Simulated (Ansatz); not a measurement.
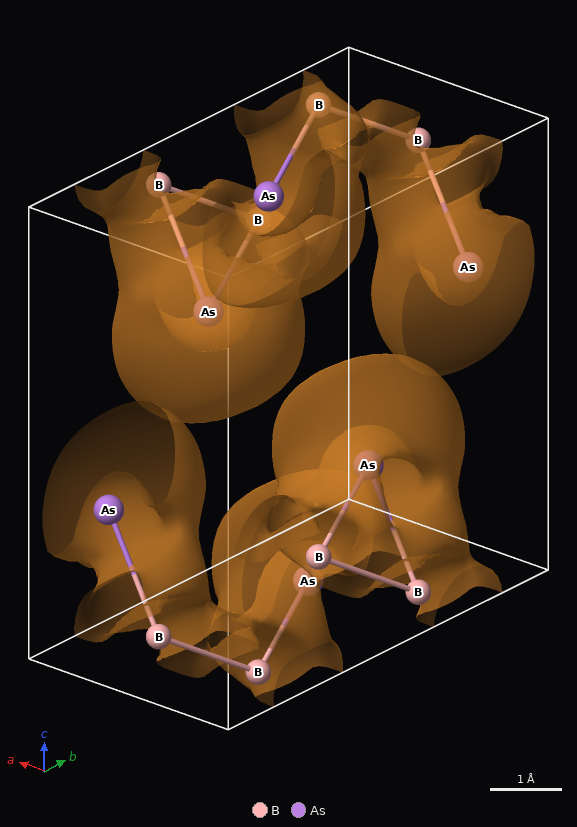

*BAs. Isosurface of the ELF at 0.6 (orange), seen at an oblique angle. Core shells and regions of very low density are left out. Sticks mark near contacts.*

Space group Cmme; a structure generated by program, which may or may not match a known phase.

Method: Ansatz, DFT PBE, scalar-relativistic, plane waves, PAW.

### Describe the localisation domains.

The ELF exceeds this value in channels that run through the cell in one direction, counted in one cell of 8 atoms. Regions shared between cells count once. Profiles from the grid: B–B (1.86 Å): the ELF peaks at about 0.80 between the atoms. B–As (1.95 Å): the ELF peaks at about 0.80 between the atoms.

### Does the calculation give a band gap?

It is gapless in this calculation (a metal or semimetal).

### What Bader charges does the calculation give?

Electrons move from As towards B. Bader charges: B −0.09 and As +0.09 e.
